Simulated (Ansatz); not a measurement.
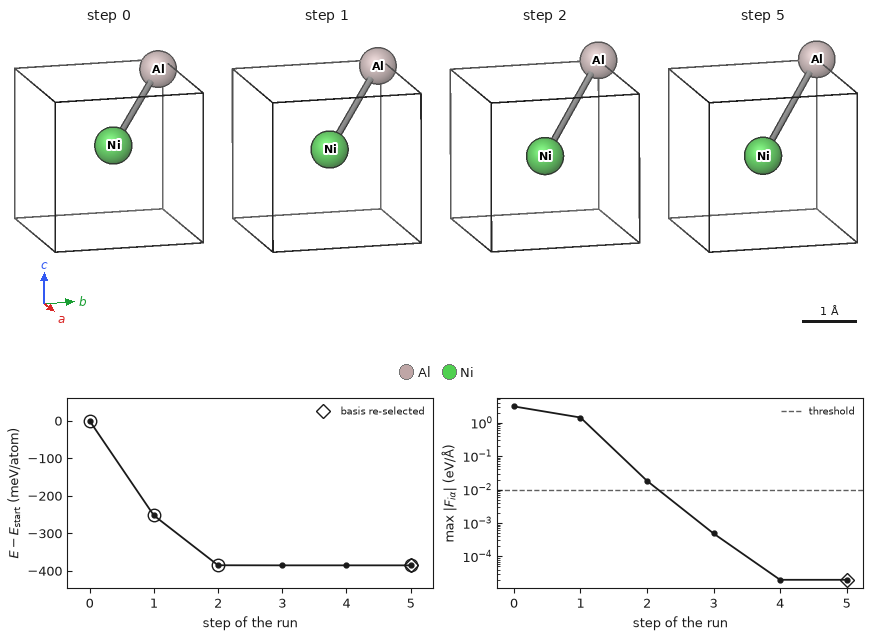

Frames of a relaxation of a crystal of AlNi (set up in P1), marked on the history of the run. The picture is a ball-and-stick view of the cell of the calculation, seen slightly off an axis.

All numbers below come from DFT PBEsol, scalar-relativistic, plane waves, PAW in Ansatz.

The input:
```yaml
crystal:
  lattice:
    - [2.0213280872, -2.0213497884, 0.0]
    - [2.0213280872, 2.0213497884, 0.0]
    - [0.0, 0.0, 2.8694088111]
  atoms:
    - { symbol: Al, position: [0.0372436947, -0.0401121325, -0.0563477338] }
    - { symbol: Ni, position: [0.4627563053, 0.5401121325, 0.5563477338] }
basis:
  ecutwfc: 420
kpoints:
  mp_grid: { grid: [12, 12, 12] }
hamiltonian:
  xc: pbesol
scf:
  occupations: { method: gaussian, width: 0.15 }
output:
  forces: true
  stress: true
  eigenvalues: true
relax:
  adjacent_minimum: "off"
  f_tol: 0.01
  max_steps: 80
  cell: { stress_tol: 0.1 }
```

Run as
```bash
ansatz run input.yaml --threads 1 --pin off --max-ram 2560MiB --backend cpu --events-out ev --progress --plain --runs-dir out
```

### What happens along the run?

Over 4 accepted moves (5 points after the start) the energy falls by 385 meV per atom. The largest force component goes from 3.1 to under 0.0001 eV/Å. Pressure: 15.25 GPa at the start and −0.01 GPa at the end. At 1 point the geometry stayed and the basis and grid were re-selected for the new cell (energy shift of less than 0.05 meV per atom at most each time). The largest moves relative to the cell, 0.22 Å, are those of Al1 and Ni2. Al1 goes along [−2 2 3]. Largest moves by element: Al 0.22 Å, Ni 0.22 Å. The drawn cell changes at constant volume: a = b 2.859 → 2.863 Å (+0.1 %), c 2.869 → 2.862 Å (−0.2 %). Among the contacts that change: Al1–Ni2 2.922 → 2.479 Å, Al1–Ni2 (another image) 2.038 → 2.479 Å, Al1–Ni2 (another image) 2.706 → 2.479 Å, Al1–Ni2 (another image) 2.318 → 2.479 Å. Within 0.06 Å the space group is Cm at the start and Pm-3m at the end; at a tighter tolerance small leftover displacements or strains of the cell lower it. The run took 87 s on 1 thread of Intel(R) Xeon(R) 6975P-C (Granite Rapids), on a shared host, peak memory 0.73 GiB. From step 0 to 1: Al and Ni atoms move most (0.08 Å), volume +0.5 %, energy −252 meV per atom. From step 1 to 2: Al and Ni atoms move most (0.14 Å), volume −0.8 %, energy −133 meV per atom. From step 2 to 5: volume +0.3 %, energy −0.3 meV per atom.
